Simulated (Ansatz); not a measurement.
# CoSi: single-point calculation

The run: single-point calculation of CoSi (P2₁3, 8 atoms in the cell). Method and program: DFT PBE, scalar-relativistic, plane waves, PAW, no spin polarisation (Ansatz 0.2.0).

The structure derives from an entry of the Crystallography Open Database. Figures and captions count atoms from 1; the log counts them from 0 in places.

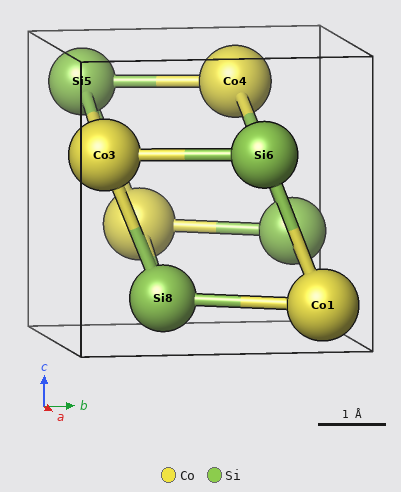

Figure 1. The structure (ball-and-stick view of the cell of the calculation, seen slightly off an axis; atoms are numbered from 1 in the order of the input).

**Results in brief**

```tsv
quantity	value
outcome	converged
space group (tolerance 0.01 Å)	P2₁3 (198)
electrons treated	84
free energy	−23052.6933 eV
Fermi energy	16.707 eV
gap on the k-point mesh	none (metallic)
pressure	−0.03 GPa
largest force (length of the vector)	0.002 eV/Å
hardware	2 threads of Intel Xeon @ 2.70GHz, 189 GiB of memory available, shared host
wall time	17 s (CPU time 32 s)
peak memory	0.46 GiB
```

**Remarks**

The run has no spin polarisation, so a magnetic state may lie lower.

**The input**
```yaml
crystal:
  lattice:
    - [4.4308490675, 0.0, 0.0]
    - [0.0, 4.4308490675, 0.0]
    - [0.0, 0.0, 4.4308490675]
  atoms:
    - { symbol: Co, position: [0.8549810878, 0.8549810878, 0.1450189122] }
    - { symbol: Co, position: [0.1450189122, 0.3549810878, 0.3549810878] }
    - { symbol: Co, position: [0.6450189122, 0.1450189122, 0.6450189122] }
    - { symbol: Co, position: [0.3549810878, 0.6450189122, 0.8549810878] }
    - { symbol: Si, position: [0.1568402896, 0.1568402896, 0.8431597104] }
    - { symbol: Si, position: [0.8431597104, 0.6568402896, 0.6568402896] }
    - { symbol: Si, position: [0.3431597104, 0.8431597104, 0.3431597104] }
    - { symbol: Si, position: [0.6568402896, 0.3431597104, 0.1568402896] }
basis:
  ecutwfc: 420
kpoints:
  mp_grid: { grid: [8, 8, 8] }
hamiltonian:
  xc: pbe
scf:
  occupations: { method: gaussian, width: 0.1 }
output:
  forces: true
  stress: true
  eigenvalues: true
  write_density: true
  write_potential: true
  elf: true
  volumetric_format: npy
```

Launched with:
```bash
ansatz run input.yaml --threads 2 --pin off --max-ram 5120MiB --backend cpu --events-out ev --progress --plain --runs-dir out
```

**Log**
```
Engine: ansatz 0.2.0, x86_64-unknown-linux-gnu
Pseudopotentials: kind: paw
Pseudopotential: Co, paw, valence charge 17, recommended cutoff 420 eV (normal), Co.paw.azcp
Pseudopotential: Si, paw, valence charge 4, recommended cutoff 420 eV (normal), Si.paw.azcp
Functional definition: PBE
  parameter kappa = 0.804
  parameter beta = 0.06672455060314922
  exchange = pbe_x(kappa = kappa, mu = beta*pi^2/3)
  correlation = pbe_c(beta = beta)
Crystal: 8 atoms, lattice volume = 86.988 Å³
Basis set: ecut = 420 eV, 1743 PW (Γ), exchange–correlation on 60×60×60 points (8 copies of the dense FFT grid, shifted against one another)
Bands: 51, of which v1, the nominal top of the filled ones, is band 42 counted from 1 (41 counted from 0)
Symmetry: 12 space group operations
Space group: P213 (ITA 198), of the structure as read, at distance tolerance 4.4e-5 Å
k-points: 45 of 512 (time reversal used)
Non-local potential: Co, projectors of the file, l = 0: 3, l = 1: 2, l = 2: 3, l = 3: 1
Non-local potential: Si, projectors of the file, l = 0: 2, l = 1: 2, l = 2: 2
PAW form: soft (Blöchl's): semilocal exchange-correlation on the pseudo side does not see the compensation charge
PAW one-centre angular grid: Co, 590 points (default); XC on 64 Gauss nodes
PAW one-centre angular grid: Si, 110 points (default); XC on 64 Gauss nodes
Initial density: superposition of atomic densities (neutral atoms: chi_scale 0, normalization atom), corrected by the library's trained network
Initial wavefunctions: pseudopotential atomic-orbital guess
Functional: x = pbe(κ = 0.804, μ = 0.2195149727645171), c = pbe(β = 0.06672455060314922)
SCF iter   1: F=—  HF=-23052.695898 eV  |F-HF|=—  |Δ(HF+E_count)|=         —  Δρ=7.02e-3  dr2=9.05e-3  ethr=1.77e-3  ⟨swp⟩=6.9  Hψ=8975  notcnv=0  defer=9
preconditioner: auto → Resta (q_TF=auto, 2.712 Å⁻¹)  ε∞=19.5  [insulator: Δε(μ)=0.139 eV  Ē_g=6.681 eV  σ=0.100 eV  W_gap=0.51  n_scr=26 (ndim 8)  ℏωp=28.7 eV  f_vac=0.000  D(μ)=1.26/eV (n_scr^D=6)  ε∞_Penn≈19.5]
SCF iter   2: F=—  HF=-23052.693228 eV  |F-HF|=—  |Δ(HF+E_count)|=   2.67e-3  Δρ=2.97e-3  dr2=2.06e-3  ethr=1.08e-5  ⟨swp⟩=2.0  Hψ=3700  notcnv=0  defer=10
SCF iter   3: F=—  HF=-23052.692993 eV  |F-HF|=—  |Δ(HF+E_count)|=   2.35e-4  Δρ=8.60e-4  dr2=2.53e-4  ethr=2.46e-6  ⟨swp⟩=2.1  Hψ=2966  notcnv=0  defer=10
SCF iter   4: F=—  HF=-23052.693006 eV  |F-HF|=—  |Δ(HF+E_count)|=   1.26e-5  Δρ=2.80e-4  dr2=2.79e-5  ethr=3.02e-7  ⟨swp⟩=2.2  Hψ=3111  notcnv=0  defer=10
SCF iter   5: F=—  HF=-23052.693258 eV  |F-HF|=—  |Δ(HF+E_count)|=   2.52e-4  Δρ=4.30e-5  dr2=1.14e-6  ethr=3.32e-8  ⟨swp⟩=2.1  Hψ=2935  notcnv=0  defer=10
SCF iter   6: F=-23052.693258 eV  HF=-23052.693258 eV  |F-HF|=4.33e-8  |Δ(HF+E_count)|=   1.47e-7  Δρ=1.07e-5  dr2=7.90e-8  ethr=1.19e-10  ⟨swp⟩=10.9  Hψ=16518  notcnv=0
SCF 1 converged in 6 iterations: F = -23052.693258 eV  dr2 = 7.90e-8
  greatest PAW one-centre occupation: 1.000 electrons in one spin orbital (limit 2), on the Co atom at site 3 (counted from 0), in its partial waves of l = 1
```

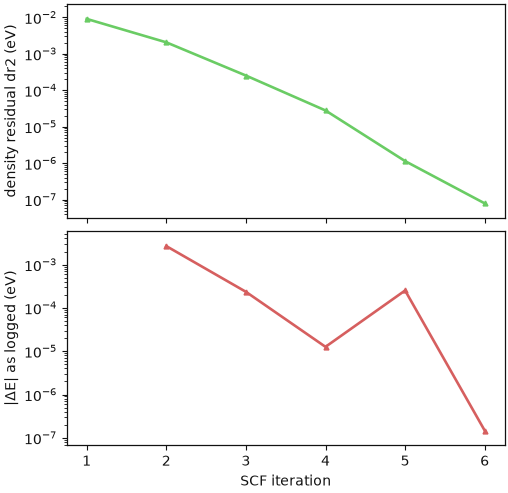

Figure 2. Convergence of the self-consistent field: density residual dr2 and size of the energy change against the SCF iteration. The residual falls at every step.

```
SCF converged after 6 iterations
Free energy (F): -23052.693258 eV
Harris-Foulkes:  -23052.693258 eV  (|F-HF|=4.33e-8)
Internal energy: -23052.686484 eV  (E = F + TS)
E sigma→0 (E₀):  -23052.689871 eV
Entropy (-TS):   -0.006773 eV (-0.847 meV/atom)
Fermi energy:    16.707440 eV
--- Per-component energies (eV) ---
  E_band       = -946.191518
  E_kinetic    = 2010.699428
  E_local      = -14209.060628  (includes V_loc(G=0)·N_el)
  E_nonlocal   = 1921.060931
  E_hartree    = 6167.394787
  E_xc         = -869.674282
  E_vxc        = -1025.576371  (∫ρ·V_xc dr)
  E_paw        = -8118.540751  (= ΣΔE_a)
  E_vpaw       = -1978.136261  (= ΣTr[D̂ρ^β])
  E_aug_tail   = 0.000354  (compensation charges beyond the density's cutoff)
  E_ewald      = -9954.566323
  E_smearing   = -0.006773  (= −TS)
  E_closure    = -0.000000  (closes the sum)
  Σ components = -23052.693258   (vs F -23052.693258, Δ=0.00e0)
--- Forces (eV/Å), atoms counted from 1 ---
  atom   1  Co     0.00029788     0.00029788    -0.00029788
  atom   2  Co    -0.00029788     0.00029788     0.00029788
  atom   3  Co    -0.00029788    -0.00029788    -0.00029788
  atom   4  Co     0.00029788    -0.00029788     0.00029788
  atom   5  Si    -0.00098823    -0.00098823     0.00098823
  atom   6  Si     0.00098823    -0.00098823    -0.00098823
  atom   7  Si     0.00098823     0.00098823     0.00098823
  atom   8  Si    -0.00098823     0.00098823    -0.00098823
  max |Σ_I F_I| component: 1.27e-16 eV/Å
--- Stress (GPa, compression-positive) ---
       -0.032926      -0.000000       0.000000
       -0.000000      -0.032926       0.000000
        0.000000       0.000000      -0.032926
  P = ⅓ Tr σ = -0.0329 GPa (-0.329 kbar)
--- Band table (eV; the first three rows and the last of 45) ---
  k-point 0: bands = ["-78.1341", "-78.1224", "-78.1224", "-78.1224", "-41.5136", "-41.5136", "-41.5136", "-41.4724", "-41.4454", "-41.4454", "-41.4454", "-41.4088", "-41.4088", "-41.3934", "-41.3934", "-41.3934", "2.9787", "8.4854", "8.4854", "8.4854", "11.1713", "11.1713", "11.1713", "12.9098", "12.9098", "12.9098", "13.5635", "13.6033", "13.6033", "13.9573", "13.9573", "13.9573", "14.3804", "14.3804", "14.3804", "15.7786", "15.7786", "15.7786", "15.9127", "15.9127", "16.6868", "16.6868", "16.6868", "19.1884", "19.1884", "19.1884", "19.6009", "19.6009", "20.2562", "20.2562", "20.2562"]
  k-point 1: bands = ["-78.1337", "-78.1238", "-78.1223", "-78.1215", "-41.5173", "-41.5141", "-41.5084", "-41.4735", "-41.4513", "-41.4468", "-41.4379", "-41.4084", "-41.4073", "-41.3949", "-41.3945", "-41.3926", "3.0954", "7.6913", "8.5597", "9.0544", "10.7376", "11.2413", "11.7648", "12.3109", "12.6549", "13.4452", "13.4705", "13.6267", "13.7882", "13.9178", "13.9580", "13.9685", "14.2926", "14.3623", "14.5905", "15.6512", "15.6687", "15.8848", "15.9170", "15.9442", "16.5027", "16.6405", "16.9820", "18.6975", "18.8405", "19.1388", "19.2264", "19.8678", "20.4365", "20.4686", "20.6703"]
  k-point 2: bands = ["-78.1327", "-78.1254", "-78.1220", "-78.1211", "-41.5194", "-41.5156", "-41.5021", "-41.4769", "-41.4552", "-41.4502", "-41.4294", "-41.4076", "-41.4038", "-41.3976", "-41.3968", "-41.3927", "3.4420", "6.7074", "8.7769", "9.5059", "10.5446", "11.3958", "11.7082", "12.2099", "12.4204", "13.1295", "13.6867", "13.6988", "13.8938", "13.9770", "14.0161", "14.0713", "14.2764", "14.4076", "14.7313", "15.3814", "15.6144", "15.8084", "15.9345", "16.0330", "16.3775", "16.5096", "17.4280", "18.3626", "18.3809", "18.6071", "19.1017", "20.1960", "20.6742", "20.7229", "21.3449"]
  k-point 44: bands = ["-78.1253", "-78.1253", "-78.1253", "-78.1253", "-41.5069", "-41.5069", "-41.5069", "-41.5069", "-41.4376", "-41.4376", "-41.4376", "-41.4376", "-41.3927", "-41.3927", "-41.3927", "-41.3927", "7.2288", "7.2288", "7.2288", "7.2288", "9.7155", "9.7155", "9.7155", "9.7155", "13.6550", "13.6550", "13.6550", "13.6550", "13.8653", "13.8653", "13.8653", "13.8653", "15.3583", "15.3583", "15.3583", "15.3583", "15.4691", "15.4691", "15.4691", "15.4691", "16.4725", "16.4725", "16.4725", "16.4725", "22.0734", "22.0734", "22.0734", "22.0734", "22.4483", "22.4483", "22.4483"]
```

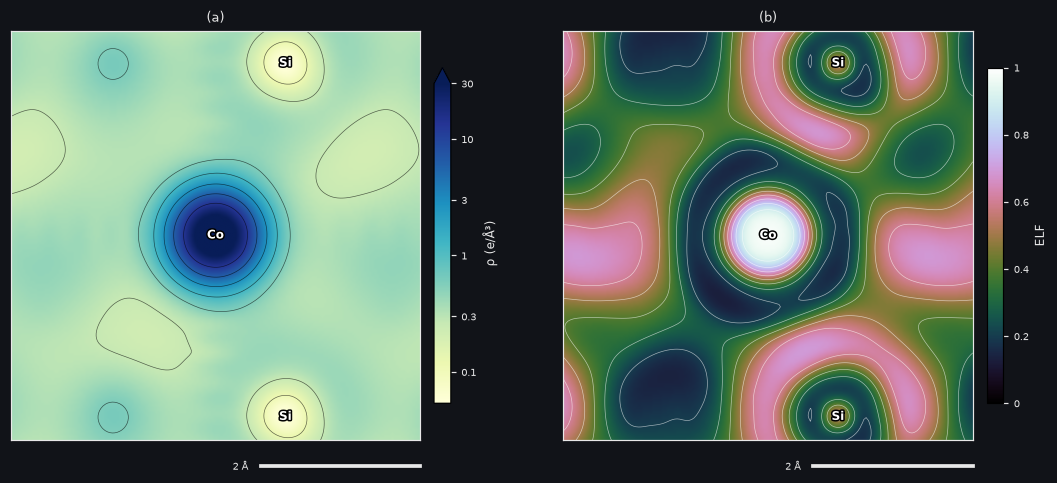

Figure 3. (a) valence pseudo-density; (b) electron localisation function on the (100) plane of the conventional cell. The plane passes through Co and Si nuclei. Co–Si (2.34 Å): ρ is about 0.47 e/Å³ halfway; the ELF is about 0.45 at the midpoint. Co–Si (2.43 Å): the density is about 0.41 e/Å³ at the midpoint; the ELF is about 0.50 at the midpoint. Away from the nuclei the density in this plane falls to 0.21 e/Å³ at its lowest. The strong features right at Co lie inside the PAW spheres (semicore, d or f shells) and say nothing about bonding. Core electrons are frozen (PAW), so the fields are smoothed inside the atomic spheres.

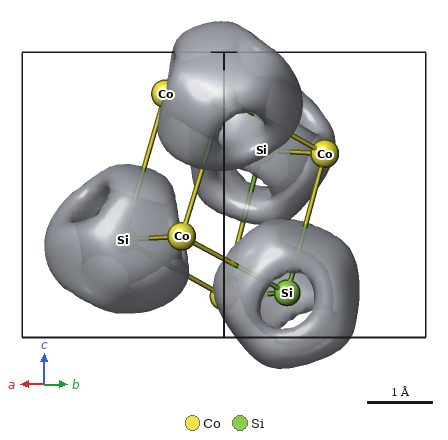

Figure 4. Isosurface of the ELF at 0.55 (grey), seen along [110]. Only the valence region is drawn (cores and ρ < 0.01 e/Å³ removed). Sticks mark near contacts. The outline is the cell set on symmetry axes. Along the contacts the grid gives the following. Co–Si (2.32 Å): the ELF is about 0.45 at the midpoint. Co–Si (2.43 Å): the ELF is about 0.50 at the midpoint.
